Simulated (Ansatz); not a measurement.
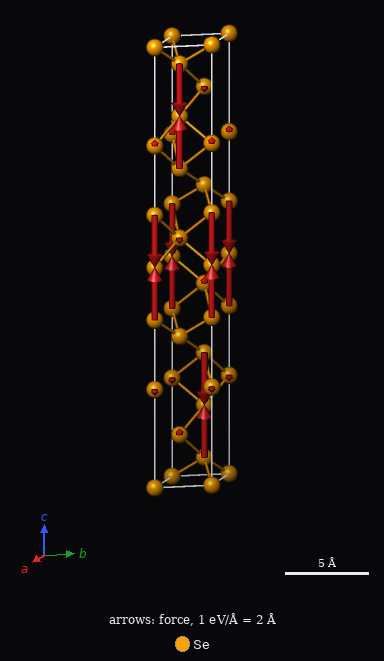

Starting geometry of a crystal of Se (a generated structure, set up in R-3m) (coarse preliminary run) with the computed forces as red arrows. Style: ball-and-stick. Shown: the conventional cell (3 times the calculation's cell), slightly off an axis. Lengths and directions refer to the drawn axes.

Method: DFT PBE, scalar-relativistic, plane waves, PAW (Ansatz).

The input:
```yaml
crystal:
  lattice:
    - [1.76776943, 1.02062216, 9.0776346]
    - [-1.76776943, 1.02062216, 9.0776346]
    - [0.0, -2.04124432, 9.0776346]
  atoms:
    - { symbol: Se, position: [0.5, 0.5, 0.5] }
    - { symbol: Se, position: [0.61870998, 0.61870998, 0.61870998] }
    - { symbol: Se, position: [0.38129002, 0.38129002, 0.38129002] }
    - { symbol: Se, position: [0.0, 0.0, 0.0] }
    - { symbol: Se, position: [0.776636, 0.776636, 0.776636] }
    - { symbol: Se, position: [0.223364, 0.223364, 0.223364] }
basis:
  ecutwfc: 420
kpoints:
  mp_grid: { grid: [6, 6, 6] }
hamiltonian:
  xc: pbe
scf:
  occupations: { method: gaussian, width: 0.1 }
  lower_state_search: "off"
output:
  forces: true
  stress: true
  eigenvalues: true
relax:
  adjacent_minimum: "off"
  f_tol: 0.04
  max_steps: 70
  cell: { stress_tol: 0.4 }
```

Launched with:
```bash
ansatz run input.yaml --threads 1 --pin off --max-ram 2560MiB --backend cpu --events-out ev --progress --plain --runs-dir out
```

**Is this structure relaxed? If not, where do the atoms go?**

It isn't relaxed: the largest force vector, on Se atoms, is 1.64 eV/Å. The final displacements have little in common with the starting forces (cosine between the two patterns −0.26). The largest moves relative to the cell, 0.54 Å, are those of Se5 and Se6. Se5 goes along +c. The volume changes by +55.5 %, with a = b 3.536 → 3.780 Å (+6.9 %), c 27.233 → 37.054 Å (+36.1 %). Among the contacts that change: Se1–Se2 3.233 → 4.614 Å, Se2–Se6 2.649 → 3.751 Å, Se2–Se3 3.315 → 3.811 Å, Se2–Se4 2.423 → 2.684 Å. Bonds break: Se2–Se6 (2.65 → 3.75 Å), Se3–Se5 (2.65 → 3.75 Å). Bond angles that change, for instance: Se4–Se3–Se4 93.7° → 89.5°, Se2–Se4–Se3 86.3° → 90.5°, Se5–Se1–Se5 87.4° → 89.5°. The space group stays R-3m (No. 166). Over 12 accepted moves (14 points after the start) the energy falls by 842 meV per atom. The largest force component goes from 1.6 to 0.0054 eV/Å. Pressure: 47.76 GPa at the start and 0.04 GPa at the end. The SCF was repeated twice at an unchanged geometry on a basis and grid sized afresh for the cell, which shifted the energy by 12.7 meV per atom at most. The run took 3.4 min on 1 thread of Arm Neoverse V1 (shared host), peak memory 0.51 GiB.
